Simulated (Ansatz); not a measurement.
## Electronic structure of Hf$_{7}$O$_{16}$ (cell with a defect) in real space

Input

```
crystal:
  lattice:
    - [-5.0439064071, -5.0439064071, 0.0]
    - [-5.0439064071, 0.0, -5.0439064071]
    - [0.0, -5.0439064071, -5.0439064071]
  atoms:
    - { symbol: Hf, position: [0.0, 0.0, 0.5] }
    - { symbol: Hf, position: [0.0, 0.5, 0.5] }
    - { symbol: Hf, position: [0.5, 0.5, 0.5] }
    - { symbol: Hf, position: [0.0, 0.0, 1.0] }
    - { symbol: Hf, position: [0.5, 0.0, 1.0] }
    - { symbol: Hf, position: [0.0, 0.5, 1.0] }
    - { symbol: Hf, position: [0.5, 0.5, 1.0] }
    - { symbol: O, position: [0.375, 0.375, 0.375] }
    - { symbol: O, position: [0.875, 0.375, 0.375] }
    - { symbol: O, position: [0.375, 0.875, 0.375] }
    - { symbol: O, position: [0.875, 0.875, 0.375] }
    - { symbol: O, position: [0.375, 0.375, 0.875] }
    - { symbol: O, position: [0.875, 0.375, 0.875] }
    - { symbol: O, position: [0.375, 0.875, 0.875] }
    - { symbol: O, position: [0.875, 0.875, 0.875] }
    - { symbol: O, position: [0.125, 0.125, 0.125] }
    - { symbol: O, position: [0.625, 0.125, 0.125] }
    - { symbol: O, position: [0.125, 0.625, 0.125] }
    - { symbol: O, position: [0.625, 0.625, 0.125] }
    - { symbol: O, position: [0.125, 0.125, 0.625] }
    - { symbol: O, position: [0.625, 0.125, 0.625] }
    - { symbol: O, position: [0.125, 0.625, 0.625] }
    - { symbol: O, position: [0.625, 0.625, 0.625] }
basis:
  ecutwfc: 420
kpoints:
  mp_grid: { grid: [4, 4, 4] }
hamiltonian:
  xc: pbesol
scf:
  occupations: { method: gaussian, width: 0.05 }
output:
  forces: true
  stress: true
  eigenvalues: true
  write_density: true
  write_potential: true
  elf: true
  volumetric_format: npy
relax:
  adjacent_minimum: "off"
  f_tol: 0.02
  max_steps: 50
```

Run with:

```sh
ansatz run input.yaml --threads 4 --pin off --max-ram 9216MiB --backend cpu --events-out ev --progress --plain --runs-dir out
```

The fields are those of the relaxed geometry.

Computed pressure about 2 GPa in this cell.

Method: DFT PBEsol, scalar-relativistic, plane waves, PAW (Ansatz 0.2.0).

In a PAW calculation such maps are meaningful between the atoms, not at the nuclei.

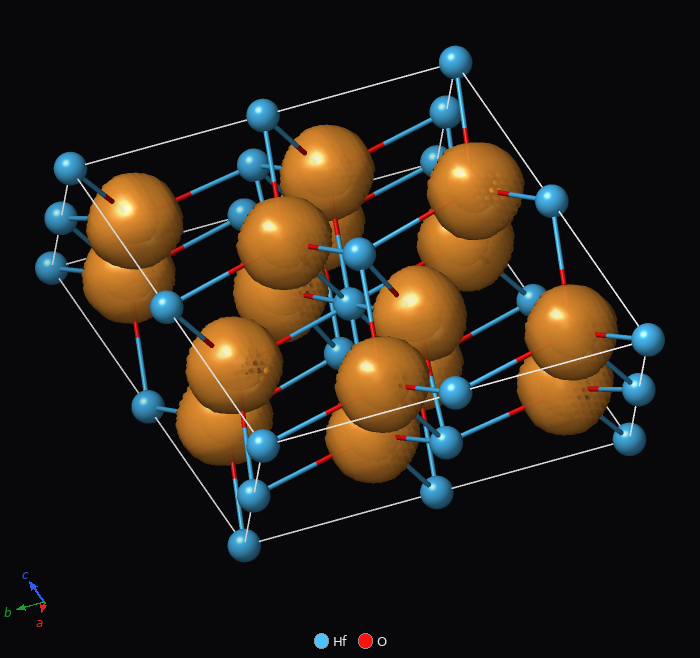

Figure 1. Isosurface of the ELF at 0.75 (orange), seen at an oblique angle. Core shells and regions of very low density are left out. Sticks mark near contacts.

Question: Where are the electrons localised?

Answer: The ELF exceeds this value in 16 regions wrapped around O (the valence shell of each), counted in one cell of 23 atoms. Any copies at cell faces, edges or corners count once. Profiles from the grid: Hf–O (2.14 Å): the ELF peaks at about 0.85 in the valence shell of O, 0.6 Å from its nucleus, and drops to about 0.20 between the two atoms (no localised pair shows between them). Hf–O (2.20 Å): the ELF peaks at about 0.85 in the valence shell of O, 0.6 Å from its nucleus, and drops to about 0.15 between the two atoms (no localised pair shows between them).

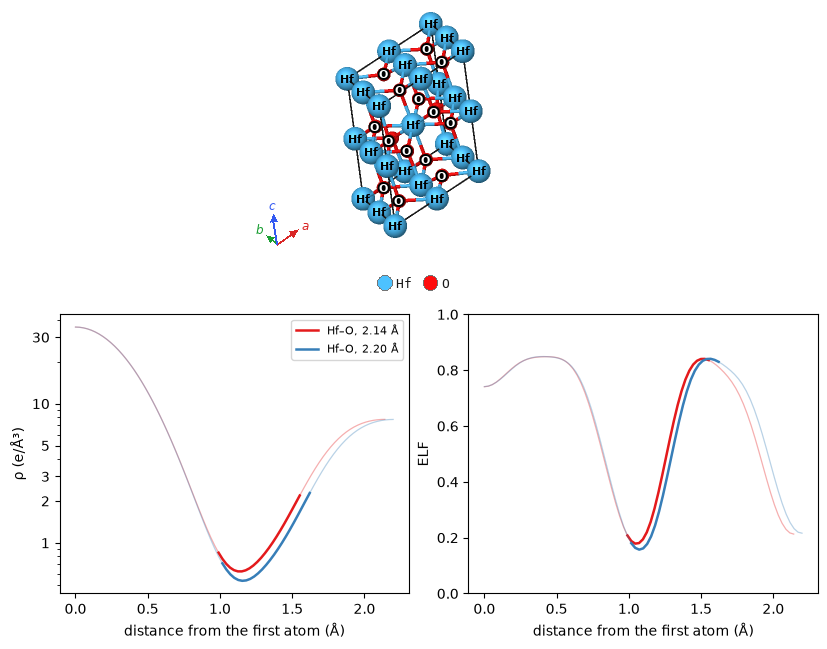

Figure 2. Valence pseudo-density and electron localisation function along straight lines between neighbouring atoms. Thin, pale parts lie inside the atomic spheres. The structure is drawn too.

Question: What can be read from the curves?

Answer: Hf–O (2.14 Å): ρ is about 0.66 e/Å³ halfway; the ELF peaks at about 0.85 in the valence shell of O, 0.6 Å from its nucleus, and drops to about 0.20 between the two atoms; no shared electron pair shows on this line.
Hf–O (2.20 Å): ρ at the midpoint is about 0.56 e/Å³; the ELF peaks at about 0.85 in the valence shell of O, 0.6 Å from its nucleus, and drops to about 0.15 between the two atoms: no shared electron pair shows on this line.

Question: Does the calculation make it a metal, or give it a gap?

Answer: It is metallic or semimetallic at this level of theory: no gap opens.
